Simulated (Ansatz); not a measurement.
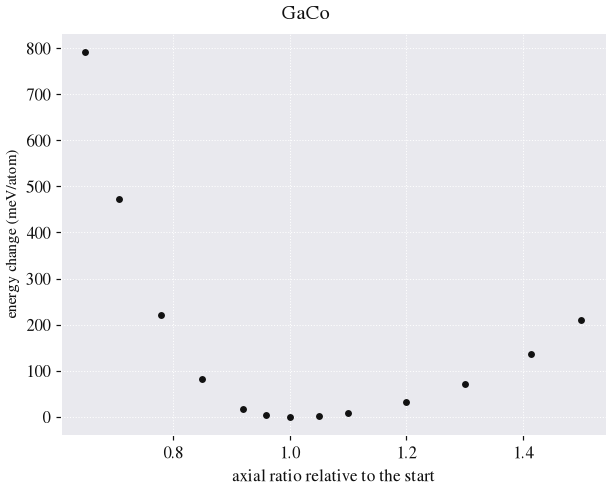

The picture above shows the energy change against relative axial ratio for GaCo, space group Pm-3m (No. 221).

The given structure:
```xyz
2
Lattice="2.8831 0.0000 0.0000 0.0000 2.8831 0.0000 0.0000 0.0000 2.8831" Properties=species:S:1:pos:R:3 pbc="T T T"
Ga    1.4416    1.4416    1.4416
Co    0.0000    0.0000    0.0000
```

How it was computed, with Ansatz 0.2.0: deformation of a crystal at fixed volume, lengths along the axis scaled against those across it, fractional coordinates fixed, by plane-wave density functional theory with PAW datasets, free energies less that of the undisturbed cell, pressure positive in compression; scalar-relativistic. Level: PBEsol, no spin polarisation.

wave cutoff 420 eV; k mesh 18×18×18; occupations Gaussian; smearing width 0.15 eV; k shift (0, 0, 0) (mesh steps); start as given; path tetragonal; axis direction (0, 0, 1) (Cartesian unit vector).

From this curve and the settings, what does the calculation give for the pressure at the same points?

The pressure goes from 17.3 GPa at relative axial ratio 0.650 to −3.2 GPa at 1.500, not monotonically, with a low of −8.1 GPa at 1.000, and changes sign near 0.77.

```json
{"axial ratio relative to the start": "0.650", "pressure (GPa)": "17.3"}
{"axial ratio relative to the start": "0.707", "pressure (GPa)": "6.7"}
{"axial ratio relative to the start": "0.780", "pressure (GPa)": "-1.4"}
{"axial ratio relative to the start": "0.850", "pressure (GPa)": "-5.7"}
{"axial ratio relative to the start": "0.920", "pressure (GPa)": "-7.5"}
{"axial ratio relative to the start": "0.960", "pressure (GPa)": "-8.0"}
{"axial ratio relative to the start": "1.000", "pressure (GPa)": "-8.1"}
{"axial ratio relative to the start": "1.050", "pressure (GPa)": "-8.0"}
{"axial ratio relative to the start": "1.100", "pressure (GPa)": "-7.8"}
{"axial ratio relative to the start": "1.200", "pressure (GPa)": "-7.0"}
{"axial ratio relative to the start": "1.300", "pressure (GPa)": "-6.1"}
{"axial ratio relative to the start": "1.414", "pressure (GPa)": "-4.7"}
{"axial ratio relative to the start": "1.500", "pressure (GPa)": "-3.2"}
```

Note: no spin polarisation, a magnetic state may lie lower; reference crystal is not relaxed.
